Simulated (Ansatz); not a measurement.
Consider Li2O.

Input file:

```
crystal:
  lattice:
    - [0.0, 2.2165351559, 2.2165351559]
    - [2.2165351559, 0.0, 2.2165351559]
    - [2.2165351559, 2.2165351559, 0.0]
  atoms:
    - { symbol: Li, position: [0.25, 0.25, 0.25] }
    - { symbol: Li, position: [0.75, 0.75, 0.75] }
    - { symbol: O, position: [0.0, 0.0, 0.0] }
basis:
  ecutwfc: 420
kpoints:
  mp_grid: { grid: [8, 8, 8] }
hamiltonian:
  xc: pbe
scf:
  occupations: { method: gaussian, width: 0.02 }
output:
  forces: true
  stress: true
  eigenvalues: true
  write_density: true
  write_potential: true
  elf: true
  volumetric_format: npy
```

Launched as:

```sh
ansatz run input.yaml --threads 1 --pin off --max-ram 2560MiB --backend cpu --events-out ev --progress --plain --runs-dir out
```

Below, planes, directions and counts refer to the conventional cell (a = 4.43 Å, b = 4.43 Å, c = 4.43 Å, α = 90.00°, β = 90.00°, γ = 90.00°).

Space group Fm-3m; changed on purpose from its base cell (volume × 0.88); computed pressure about 13 GPa in this cell.

The calculation used Ansatz 0.2.0, DFT PBE, scalar-relativistic, plane waves, PAW.

### What will maps of the valence pseudo-density and electron localisation function show?

Li–O (1.92 Å): the density is about 0.43 e/Å³ at the midpoint; the ELF peaks at about 0.85 in the valence shell of O, 0.6 Å from its nucleus, and falls to about 0.05 next to Li; a closed-shell, largely ionic contact.

### Does the calculation make it a metal, or give it a gap?

It is gapped, with a Kohn–Sham gap of 5.2 eV on the k-point mesh (the band edges may lie off the mesh, which would make the gap smaller).

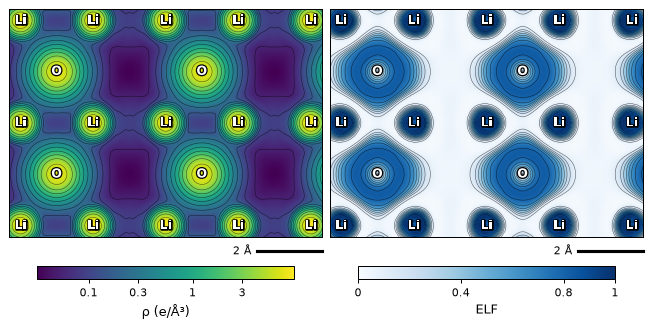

Computed valence pseudo-density and electron localisation function on the (101) plane of the conventional cell, in this order. 

The density is the valence pseudo-density of a PAW calculation; it isn't the true density close to the nuclei.
